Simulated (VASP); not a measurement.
## Run report: Ni, single-point calculation

- system: Ni (1 atom in the cell)
- method: Kohn-Sham DFT of a periodic cell, PBE, VASP PAW PBE potentials, recommended, spin-polarised (VASP 6.6.1)

The structure derives from an entry of the Crystallography Open Database.

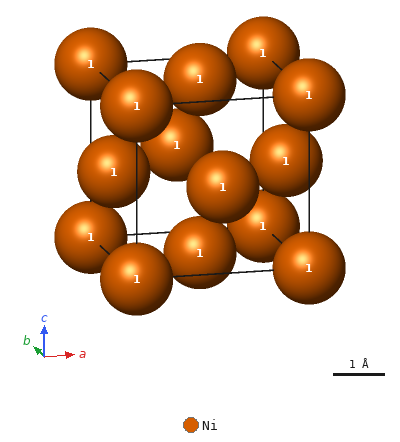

Figure 1. The structure as given in the input (spheres-only view of the cell 4 times as large as that of the calculation, set on its symmetry axes, seen slightly off an axis; atoms are numbered from 1 in the order of the input).

### Results in brief

- outcome: converged
- space group (tolerance 0.01 Å): Fm-3m (225)
- electrons treated: 10
- free energy: −5.4770 eV
- Fermi energy: 9.313 eV
- gap on the k-point mesh: none (metallic)
- net moment of the cell: 0.72 μB
- pressure: −0.43 GPa
- largest force (length of the vector): under 0.001 eV/Å
- hardware: 1 thread of Intel Xeon (Emerald Rapids), 192 GiB of memory available, shared host
- wall time: 12 s (CPU time 7.5 s; the host was busy)
- peak memory: 0.13 GiB

### INCAR
```
SYSTEM = Ni
PREC = Accurate
ENCUT = 520
EDIFF = 1E-7
ISMEAR = 0
SIGMA = 0.1
LREAL = .FALSE.
LASPH = .TRUE.
NELM = 150
ALGO = Normal
ISIF = 2
LWAVE = .FALSE.
LCHARG = .FALSE.
ISPIN = 2
MAGMOM = 0.8
LORBIT = 11
LMAXMIX = 4
GGA = PE
```

### KPOINTS
```
Automatic mesh
0
G
  10 10 10
  0 0 0
```

### POSCAR
```
Ni
1.0
    0.0000000000      1.7619350000      1.7619350000
    1.7619350000      0.0000000000      1.7619350000
    1.7619350000      1.7619350000      0.0000000000
Ni
1
Direct
    0.0000000000      0.0000000000      0.0000000000
```

Command:
```bash
cat potpaw_PBE.64/Ni/POTCAR > POTCAR
mpirun -np 1 vasp_std > vasp.out
```

### OSZICAR
```
N       E                     dE             d eps       ncg     rms          rms(c)
DAV:   1     0.239122290646E+02    0.23912E+02   -0.48593E+03  1700   0.143E+03
DAV:   2    -0.605184817546E+01   -0.29964E+02   -0.28814E+02  1713   0.168E+02
DAV:   3    -0.650328620694E+01   -0.45144E+00   -0.45090E+00  1952   0.275E+01
DAV:   4    -0.650784726506E+01   -0.45611E-02   -0.45606E-02  1968   0.240E+00
DAV:   5    -0.650798655500E+01   -0.13929E-03   -0.13929E-03  2016   0.355E-01    0.987E+00
DAV:   6    -0.582222220797E+01    0.68576E+00   -0.16900E+01  1760   0.670E+01    0.599E+00
DAV:   7    -0.549467450556E+01    0.32755E+00   -0.27492E+00  1781   0.257E+01    0.201E+00
DAV:   8    -0.548018398982E+01    0.14491E-01   -0.20479E-02  2295   0.170E+00    0.101E+00
DAV:   9    -0.547737636536E+01    0.28076E-02   -0.29139E-03  2365   0.600E-01    0.267E-01
DAV:  10    -0.547699408205E+01    0.38228E-03   -0.42676E-04  2263   0.184E-01    0.630E-02
DAV:  11    -0.547695378479E+01    0.40297E-04   -0.10913E-04  2133   0.114E-01    0.367E-02
DAV:  12    -0.547695464395E+01   -0.85916E-06   -0.13277E-06  2064   0.149E-02    0.137E-02
DAV:  13    -0.547695490631E+01   -0.26236E-06   -0.64803E-07  1917   0.117E-02    0.580E-03
DAV:  14    -0.547695478291E+01    0.12340E-06   -0.12003E-07   898   0.504E-03    0.468E-04
DAV:  15    -0.547695476979E+01    0.13124E-07   -0.26359E-09   878   0.695E-04
   1 F= -.54769548E+01 E0= -.54726715E+01  d E =-.856658E-02  mag=     0.7175
```

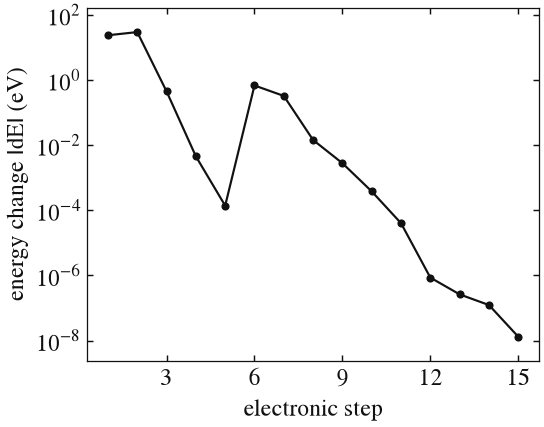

Figure 2. Convergence of the self-consistent field: energy change |dE| against the electronic step. It takes 15 electronic steps. The density is held fixed in the first few steps, and dE rises again when its update begins.

### Parts of OUTCAR
```
SYSTEM = Ni
   PREC = Accurate
   ENCUT = 520
   EDIFF = 1E-7
   ISMEAR = 0
   LREAL = .FALSE.
   LASPH = .TRUE.
   NELM = 150
   ISIF = 2
   ISPIN = 2
   LORBIT = 11
   GGA = PE

 ion  position               nearest neighbor table
   1  0.000  0.000  0.000-

  LATTYP: Found a face centered cubic cell.
 ALAT       =     3.5238700000

  Lattice vectors:

 A1 = (   0.0000000000,   1.7619350000,   1.7619350000)
 A2 = (   1.7619350000,   0.0000000000,   1.7619350000)
 A3 = (   1.7619350000,   1.7619350000,   0.0000000000)

Analysis of symmetry for initial positions (statically):
=====================================================================
 Subroutine PRICEL returns:
 Original cell was already a primitive cell.

 Routine SETGRP: Setting up the symmetry group for a
 face centered cubic supercell.

 Subroutine GETGRP returns: Found 48 space group operations
 (whereof 48 operations were pure point group operations)
 out of a pool of 48 trial point group operations.

The static configuration has the point symmetry O_h .

Analysis of symmetry for dynamics (positions and initial velocities):
=====================================================================
 Subroutine PRICEL returns:
 Original cell was already a primitive cell.

 Routine SETGRP: Setting up the symmetry group for a
 face centered cubic supercell.

 Subroutine GETGRP returns: Found 48 space group operations
 (whereof 48 operations were pure point group operations)
 out of a pool of 48 trial point group operations.

The dynamic configuration has the point symmetry O_h .

Analysis of structural, dynamic, and magnetic symmetry:
=====================================================================
 Subroutine PRICEL returns:
 Original cell was already a primitive cell.

 Routine SETGRP: Setting up the symmetry group for a
 face centered cubic supercell.

 Subroutine GETGRP returns: Found 48 space group operations
 (whereof 48 operations were pure point group operations)
 out of a pool of 48 trial point group operations.

The overall configuration has the point symmetry O_h .

 Subroutine INISYM returns: Found 48 space group operations
 (whereof 48 operations are pure point group operations),
 and found     1 'primitive' translations

----------------------------------------------------------------------------------------

                                     Primitive cell

  volume of cell :      10.9396

  direct lattice vectors                    reciprocal lattice vectors
     0.000000000  1.761935000  1.761935000    -0.283778914  0.283778914  0.283778914
     1.761935000  0.000000000  1.761935000     0.283778914 -0.283778914  0.283778914
     1.761935000  1.761935000  0.000000000     0.283778914  0.283778914 -0.283778914

  length of vectors
     2.491752373  2.491752373  2.491752373     0.491519496  0.491519496  0.491519496

  position of ions in fractional coordinates (direct lattice)
     0.000000000  0.000000000  0.000000000

  ion indices of the primitive-cell ions
   primitive index   ion index
                 1           1

----------------------------------------------------------------------------------------

 KPOINTS: Automatic mesh

Automatic generation of k-mesh.
 Grid dimensions read from file:
 generate k-points for:   10   10   10

 Generating k-lattice:

  Cartesian coordinates                     Fractional coordinates (reciprocal lattice)
    -0.028377891  0.028377891  0.028377891     0.100000000  0.000000000  0.000000000
     0.028377891 -0.028377891  0.028377891     0.000000000  0.100000000  0.000000000
     0.028377891  0.028377891 -0.028377891     0.000000000  0.000000000  0.100000000

  Length of vectors
     0.049151950  0.049151950  0.049151950

  Shift w.r.t. Gamma in fractional coordinates (k-lattice)
     0.000000000  0.000000000  0.000000000

 Subroutine IBZKPT returns following result:
 ===========================================

 Found     47 irreducible k-points:

 Following reciprocal coordinates:
            Coordinates               Weight
  0.000000  0.000000  0.000000      1.000000
  0.100000  0.000000  0.000000      8.000000
  0.200000  0.000000  0.000000      8.000000
  0.300000  0.000000  0.000000      8.000000
  0.400000  0.000000  0.000000      8.000000
  0.500000  0.000000  0.000000      4.000000
  0.100000  0.100000  0.000000      6.000000
  0.200000  0.100000  0.000000     24.000000
  0.300000  0.100000  0.000000     24.000000
  0.400000  0.100000  0.000000     24.000000
  0.500000  0.100000  0.000000     24.000000
 -0.400000  0.100000  0.000000     24.000000
 -0.300000  0.100000  0.000000     24.000000
 -0.200000  0.100000  0.000000     24.000000
 -0.100000  0.100000  0.000000     12.000000
  0.200000  0.200000  0.000000      6.000000
  0.300000  0.200000  0.000000     24.000000
  0.400000  0.200000  0.000000     24.000000
  0.500000  0.200000  0.000000     24.000000
 -0.400000  0.200000  0.000000     24.000000
 -0.300000  0.200000  0.000000     24.000000
 -0.200000  0.200000  0.000000     12.000000
  0.300000  0.300000  0.000000      6.000000
  0.400000  0.300000  0.000000     24.000000
 [... further k-points ...]
   k-points           NKPTS =     47   k-points in BZ     NKDIM =     47   number of bands    NBANDS=      9
   number of dos      NEDOS =    301   number of ions     NIONS =      1
   total plane-waves  NPLWV =   8000
   dimension x,y,z NGX =    20 NGY =   20 NGZ =   20
   dimension x,y,z NGXF=    40 NGYF=   40 NGZF=   40
   ions per type =               1
   NGX,Y,Z   is equivalent  to a cutoff of  13.34, 13.34, 13.34 a.u.
   NGXF,Y,Z  is equivalent  to a cutoff of  26.69, 26.69, 26.69 a.u.
 SYSTEM =  Ni
   PREC   = accura    normal or accurate (medium, high low for compatibility)
   ISTART =      0    job   : 0-new  1-cont  2-samecut
   ICHARG =      2    charge: 1-file 2-atom 10-const
   ISPIN  =      2    spin polarized calculation?
   LNONCOLLINEAR =      F non collinear calculations
   LSORBIT =      F    spin-orbit coupling
   LASPH  =      T    aspherical Exc in radial PAW
   ENCUT  =  520.0 eV  38.22 Ry    6.18 a.u.   4.63  4.63  4.63*2*pi/ulx,y,z
   NELM   =    150;   NELMIN=  2; NELMDL= -5     # of ELM steps
   EDIFF  = 0.1E-06   stopping-criterion for ELM
   LREAL  =      F    real-space projection
   EDIFFG = 0.1E-05   stopping-criterion for IOM
   NSW    =      0    number of steps for IOM
   IBRION =     -1    ionic relax: 0-MD 1-quasi-New 2-CG
   NFREE  =      0    steps in history (QN), initial steepest desc. (CG)
   ISIF   =      2    stress and relaxation
   ISYM   =      2    0-nonsym 1-usesym 2-fastsym
   POTIM  = 0.5000    time-step for ionic-motion
   TEBEG  =    0.0;   TEEND  =   0.0 temperature during run
   PSTRESS=    0.0 pullay stress
   NELECT =      10.0000    total number of electrons
   NUPDOWN=      -1.0000    fix difference up-down
   EMIN   =  10.00;   EMAX   =-10.00  energy-range for DOS
   EFERMI =   0.00;   METHOD = LEGACY
   ISMEAR =     0;   SIGMA  =   0.10  broadening in eV -4-tet -1-fermi 0-gaus
   EFERMI_NEDOS =   21; number of points for ismear=-14 and -15
   IALGO  =     38    algorithm
   IMIX   =      4    mixing-type and parameters
     AMIX     =   0.40;   BMIX     =  1.00
     AMIX_MAG =   1.60;   BMIX_MAG =  1.00
  volume/ion in A,a.u.               =      10.94        73.82
  Fermi-wavevector in a.u.,A,eV,Ry     =   1.588821  3.002436 34.345893  2.524352
  Thomas-Fermi vector in A             =   2.687765
   LORBIT       =     11    0 simple, 1 ext, 2 COOP (PROOUT), +10 PAW based schemes
   GGA     = PE    functional components
   LHFCALC =     F    Hartree Fock is set to
   AEXX    =    0.0000 exact exchange contribution
   IVDW    =     0    specifies the selected vdW correction
   LEPSILON=     F    determine dielectric tensor
   LRPA    =     F    only Hartree local field effects (RPA)
 spin polarized calculation
 Gauss-broadening in eV      SIGMA  =   0.10
  energy-cutoff  :      520.00
  volume of cell :       10.94
 maximum number of plane-waves:       304
   NGX =  9   NGY =  9   NGZ =  9

 number of electron      10.0000010 magnetization       0.7174818

 Free energy of the ion-electron system (eV)
  ---------------------------------------------------
  ext. energy  EPLUGINS =         0.00000000
  ---------------------------------------------------
  free energy    TOTEN  =        -5.47695477 eV

  energy without entropy =       -5.46838819  energy(sigma->0) =       -5.47267148

 E-fermi :   9.3131     XC(G=0): -13.2255     alpha+bet :-16.3731

 val. band max:        9.3123496892   @ k =  -0.4000   0.2000   0.0000
 cond. band min:       9.3257748246   @ k =   0.5000   0.3000   0.1000
 fundamental gap:      0.0134251354
 Fermi energy:         9.3130800268

 spin component 1

 k-point     1 :       0.0000    0.0000    0.0000
  band No.  band energies     occupation
      1       0.3176      1.00000
      2       6.8116      1.00000
      3       6.8116      1.00000
      4       6.8116      1.00000
      5       7.9898      1.00000
      6       7.9898      1.00000
      7      32.9717      0.00000
      8      36.7852      0.00000
      9      36.7852      0.00000

 k-point     2 :       0.1000    0.0000    0.0000
  band No.  band energies     occupation
      1       0.7045      1.00000
      2       6.7179      1.00000
      3       6.8925      1.00000
      4       6.8925      1.00000
      5       7.9583      1.00000
      6       7.9583      1.00000
      7      31.1863      0.00000
      8      34.2221      0.00000
      9      36.0168      0.00000

 k-point     3 :       0.2000    0.0000    0.0000
  band No.  band energies     occupation
      1       1.8011      1.00000
      2       6.5344      1.00000
      3       7.0284      1.00000
      4       7.0284      1.00000
      5       7.9651      1.00000
      6       7.9651      1.00000
      7      26.1726      0.00000
      8      33.4791      0.00000
      9      34.9993      0.00000

 k-point     4 :       0.3000    0.0000    0.0000
  band No.  band energies     occupation
      1       3.2899      1.00000
      2       6.6226      1.00000
      3       7.0069      1.00000
      4       7.0069      1.00000
      5       8.1909      1.00000
      6       8.1909      1.00000
      7      21.2375      0.00000
      8      32.5888      0.00000
      9      34.3085      0.00000

 k-point     5 :       0.4000    0.0000    0.0000
  band No.  band energies     occupation
      1       4.2596      1.00000
      2       6.8937      1.00000
      3       6.8937      1.00000
      4       7.7601      1.00000
      5       8.4943      1.00000
      6       8.4943      1.00000
      7      17.0303      0.00000
      8      31.7799      0.00000
      9      33.9557      0.00000

 [... the levels of 18 k-points are left out ...]

 k-point    24 :       0.4000    0.3000    0.0000
  band No.  band energies     occupation
      1       4.6608      1.00000
      2       5.4798      1.00000
      3       7.5254      1.00000
      4       8.0680      1.00000
      5       8.6187      1.00000
      6       9.2771      0.69446
      7      23.1884      0.00000
      8      24.2491      0.00000
      9      26.1207      0.00000

 [... further k-points ...]

 spin component 2

 k-point     1 :       0.0000    0.0000    0.0000
  band No.  band energies     occupation
      1       0.3005      1.00000
      2       7.6632      1.00000
      3       7.6632      1.00000
      4       7.6632      1.00000
      5       8.6524      1.00000
      6       8.6524      1.00000
      7      32.8170      0.00000
      8      36.7848      0.00000
      9      36.7848      0.00000

 k-point     2 :       0.1000    0.0000    0.0000
  band No.  band energies     occupation
      1       0.6882      1.00000
      2       7.5545      1.00000
      3       7.7463      1.00000
      4       7.7463      1.00000
      5       8.6202      1.00000
      6       8.6202      1.00000
      7      31.1980      0.00000
      8      34.1489      0.00000
      9      36.0732      0.00000

 k-point     3 :       0.2000    0.0000    0.0000
  band No.  band energies     occupation
      1       1.7948      1.00000
      2       7.3210      1.00000
      3       7.8531      1.00000
      4       7.8531      1.00000
      5       8.6619      1.00000
      6       8.6619      1.00000
      7      26.3075      0.00000
      8      33.3670      0.00000
      9      35.1032      0.00000

 k-point     4 :       0.3000    0.0000    0.0000
  band No.  band energies     occupation
      1       3.3662      1.00000
      2       7.2603      1.00000
      3       7.7579      1.00000
      4       7.7579      1.00000
      5       8.9724      1.00000
      6       8.9724      1.00000
      7      21.4558      0.00000
      8      32.4687      0.00000
      9      34.4328      0.00000

 k-point     5 :       0.4000    0.0000    0.0000
  band No.  band energies     occupation
      1       4.6202      1.00000
      2       7.6037      1.00000
      3       7.6038      1.00000
      4       7.9964      1.00000
      5       9.3294      0.40860
      6       9.3294      0.40858
      7      17.3715      0.00000
      8      31.6478      0.00000
      9      34.0777      0.00000

 [... the levels of 18 k-points are left out ...]

 k-point    24 :       0.4000    0.3000    0.0000
  band No.  band energies     occupation
      1       4.9099      1.00000
      2       6.2008      1.00000
      3       8.1281      1.00000
      4       8.8777      1.00000
      5       9.4190      0.06701
      6       9.8780      0.00000
      7      23.3139      0.00000
      8      24.3844      0.00000
      9      26.1954      0.00000

 [... further k-points ...]

------------------------ aborting loop because EDIFF is reached ----------------------------------------

  FORCE on cell =-STRESS in cart. coord.  units (eV):
  Direction    XX          YY          ZZ          XY          YZ          ZX
  --------------------------------------------------------------------------------------
  -------------------------------------------------------------------------------------
  Total       -0.0293919     -0.0293919     -0.0293919      0.0000000      0.0000000      0.0000000
  in kB       -4.3046519     -4.3046519     -4.3046519      0.0000000      0.0000000      0.0000000
  external PRESSURE =      -4.3046519 kB  Pullay stress =       0.0000000 kB

 VOLUME and BASIS-vectors are now :
 -----------------------------------------------------------------------------
  energy-cutoff  :      520.00
  volume of cell :       10.94
      direct lattice vectors                 reciprocal lattice vectors
     0.000000000  1.761935000  1.761935000    -0.283778914  0.283778914  0.283778914
     1.761935000  0.000000000  1.761935000     0.283778914 -0.283778914  0.283778914
     1.761935000  1.761935000  0.000000000     0.283778914  0.283778914 -0.283778914

 POSITION                                       TOTAL-FORCE (eV/Angst)
 -----------------------------------------------------------------------------------
      0.00000      0.00000      0.00000         0.000000      0.000000      0.000000
 -----------------------------------------------------------------------------------
    total drift:                                0.000000      0.000000      0.000000

  FREE ENERGIE OF THE ION-ELECTRON SYSTEM (eV)
  ---------------------------------------------------
  free  energy   TOTEN  =        -5.4769547698 eV

  energy  without entropy=       -5.4683881857  energy(sigma->0) =       -5.47267148

 total charge

# of ion       s       p       d       tot
------------------------------------------
    1        0.498   0.496   8.305   9.299

 magnetization (x)

# of ion       s       p       d       tot
------------------------------------------
    1       -0.003  -0.022   0.753   0.728
```

### CONTCAR
```
Ni
   1.00000000000000
     0.0000000000000000    1.7619350000000000    1.7619350000000000
     1.7619350000000000    0.0000000000000000    1.7619350000000000
     1.7619350000000000    1.7619350000000000    0.0000000000000000
  Ni
     1
Direct
     0.0000000000000000    0.0000000000000000    0.0000000000000000

  0.00000000E+00  0.00000000E+00  0.00000000E+00
```
